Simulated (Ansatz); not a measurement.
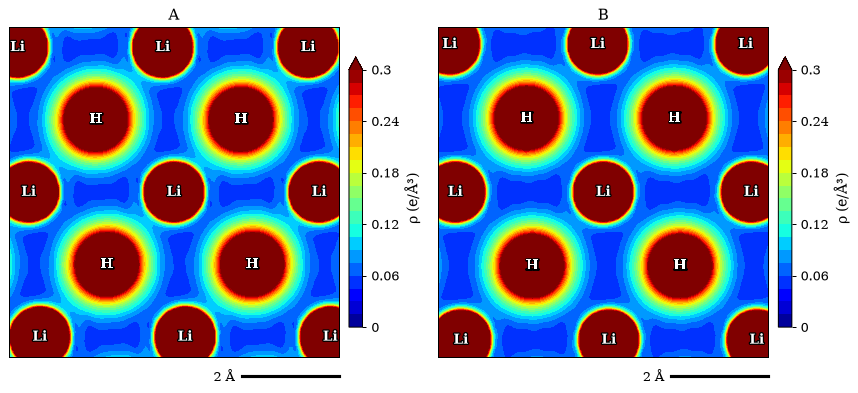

LiH. The valence charge density (pseudo) of two cells that differ in size and shape, on the (011) plane of each (indices in the axes of the calculation cell), at one length scale and on one colour scale; one has 9.8 and the other 10.2 Å³ an atom.

Space group I4/mmm.

The calculation used Ansatz 0.2.0, DFT r2SCAN, scalar-relativistic, plane waves, PAW.

The density is the valence pseudo-density of a PAW calculation; it isn't the true density close to the nuclei.

The larger cell:

```yaml
crystal:
  lattice:
    - [0.00000, 2.19510, 2.11380]
    - [2.19510, 0.00000, 2.11380]
    - [2.19510, 2.19510, 0.00000]
  atoms:
    - { symbol: Li, position: [0.00000, 0.00000, 0.00000] }
    - { symbol: H, position: [0.50000, 0.50000, 0.50000] }
```

The smaller cell: a = 2.992 Å, b = 2.992 Å, c = 3.104 Å, α = 58.75°, β = 58.75°, γ = 62.51°.

> Which panel shows the smaller cell, and what does the compression change?

Panel A is the smaller cell, by 4 % in volume. From the larger cell to the smaller, Li–H goes from 2.11 to 2.03 Å, and the density at its midpoint from 0.1 to 0.12 e/Å³; the pressure goes from −6 to −4.9 GPa; the Kohn–Sham gap goes from 3.4 eV to 3.1 eV.
